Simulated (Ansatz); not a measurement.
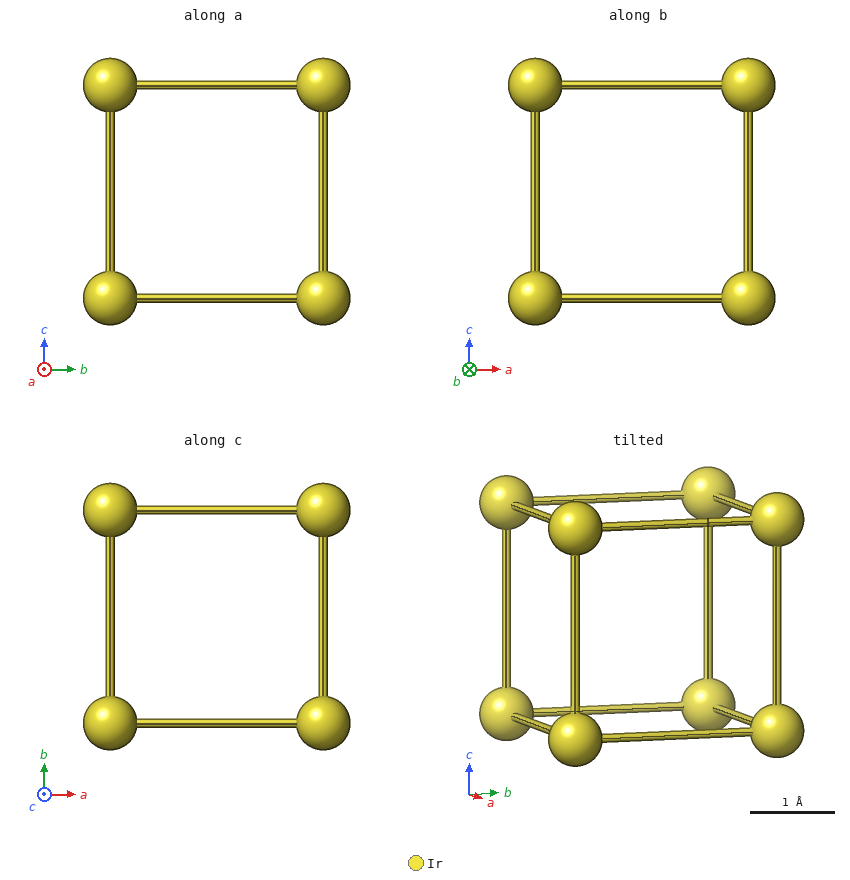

The crystal in a ball-and-stick representation, seen along the a axis, along the b axis, along the c axis and slightly off an axis. Atoms at the boundary of the conventional unit cell (the box) are drawn once for each face, edge or corner they touch.

Lattice parameters: a = 2.551 Å, b = 2.551 Å, c = 2.551 Å, α = 90.00°, β = 90.00°, γ = 90.00°. Put a along x and b in the xy plane.

> Write down what is shown as a POSCAR file.

```
Ir
1.0
     2.551    0.000    0.000
     0.000    2.551    0.000
     0.000    0.000    2.551
Ir
1
Direct
  0.0000 0.0000 0.0000
```

Its origin is a textbook structure type filled with this element (whether it is the usual form wasn't checked). Relaxation method: DFT r2SCAN, scalar-relativistic, plane waves, PAW in Ansatz 0.2.0.
